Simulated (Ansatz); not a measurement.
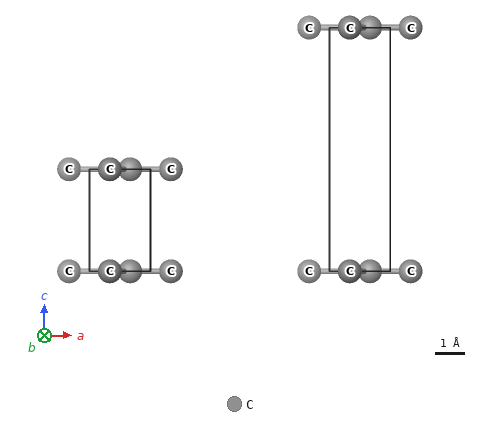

Two geometries of solid C (set up in P6/mmm), drawn at one scale. One is the start of a relaxation, the other its converged end. Style: ball-and-stick. Shown: the cell of the calculation, along the b axis.

All numbers below come from DFT PBE+D3(BJ), scalar-relativistic, plane waves, PAW in Ansatz 0.2.0. Settings: plane-wave cutoff 420 eV; k-point mesh 18 × 18 × 6; occupations gaussian; smearing width 0.1 eV; no spin polarisation; cell and atoms relaxed; force threshold 0.005 eV/Å; at most 80 steps.

### Which geometry has the lower energy?

The left one is the relaxed one. The atoms keep their places relative to the cell (all moves are under 0.005 Å). The volume changes by −57.9 %, with a = b 2.456 → 2.465 Å (+0.3 %), c 8.524 → 3.567 Å (−58.1 %). Among the contacts that change: C–C 1.418 → 1.423 Å. The space group stays P6/mmm (No. 191). After 27 accepted moves (39 points after the start) the energy has fallen by 45.4 meV per atom. All forces vanish by symmetry, so only the cell relaxes. The pressure goes from 1.31 to −0.02 GPa. The SCF was repeated 12 times at an unchanged geometry on a basis and grid sized afresh for the cell, which shifted the energy by 2.2 meV per atom at most. The run took 31 s on 4 threads of Arm Neoverse V2, with other jobs on the host, peak memory 0.36 GiB.
